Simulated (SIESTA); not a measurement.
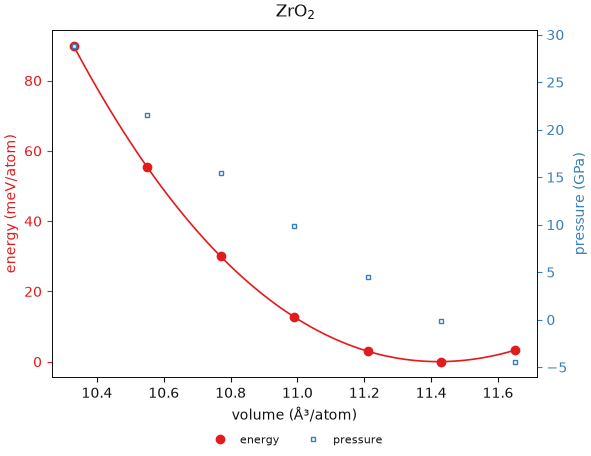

The picture above shows the energy and pressure against volume for ZrO₂, space group Fm-3m (No. 225).

The given structure:
```cif
data_structure
_symmetry_space_group_name_H-M 'P 1'
_symmetry_Int_Tables_number 1
_cell_length_a 3.5993
_cell_length_b 3.5993
_cell_length_c 3.5993
_cell_angle_alpha 60.000
_cell_angle_beta 60.000
_cell_angle_gamma 60.000
_cell_volume 32.97
loop_
_atom_site_label
_atom_site_type_symbol
_atom_site_fract_x
_atom_site_fract_y
_atom_site_fract_z
_atom_site_occupancy
Zr1 Zr 0.00000 0.00000 0.00000 1
O1 O 0.75000 0.75000 0.75000 1
O2 O 0.25000 0.25000 0.25000 1
```

How it was computed, with SIESTA 5.4.2: DFT in numerical atomic orbitals with pseudopotentials, no spin polarisation; energies at scaled volumes of the given cell, shape and fractions fixed, counted from the fit's minimum, third-order Birch-Murnaghan fit. Level: PBE.

- k mesh: 9×9×9
- occupations: Fermi–Dirac
- smearing width: 0.05 eV
- potentials: PseudoDojo 0.4 standard, converted to PSML, two zetas on semicore shells
- program settings: basis DZP, mesh cutoff 800 Ry

> How stiff is the solid, and where is its volume at rest?

A third-order Birch–Murnaghan fit gives V0 = 11.42 Å³/atom, B0 = 235 GPa and B′ = 3.9.

> Read off the course of the pressure.

It falls from 28.80 GPa at volume 10.33 Å³/atom to −4.42 GPa at 11.65 Å³/atom, and changes sign near 11.42 Å³/atom.

Note: mulliken charges of long orbitals.

The computed values:

```
volume (Å³/atom)  energy (meV/atom)  pressure (GPa)
           10.33              89.82           28.80
           10.55              55.37           21.59
           10.77              30.00           15.43
           10.99              12.71            9.82
           11.21               2.98            4.48
           11.43               0.02           -0.11
           11.65               3.20           -4.42
```
